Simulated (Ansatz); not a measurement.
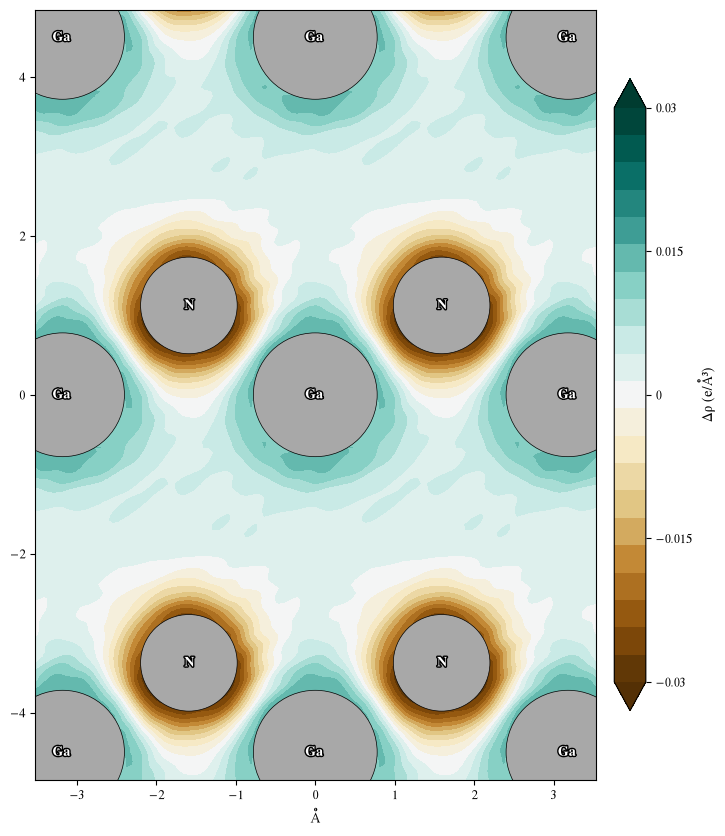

GaN. Difference of the valence pseudo-densities of two functionals at the same geometry, on the (11̄0) plane of the calculation cell: one of PBEsol and r2SCAN less the other.

Both computed with Ansatz (plane waves, PAW), on the same k-point mesh. Grey discs cover the atomic cores.

### Which was subtracted from which, and what does the map show?

It is PBEsol less r2SCAN. Against r2SCAN, PBEsol gives more density around Ga (+0.010 e/Å³ on average at 1.0 Å from the nucleus), less density around N (−0.018 e/Å³ on average at 0.8 Å from the nucleus) and more density in the space between the atoms (+0.002 e/Å³ on average).
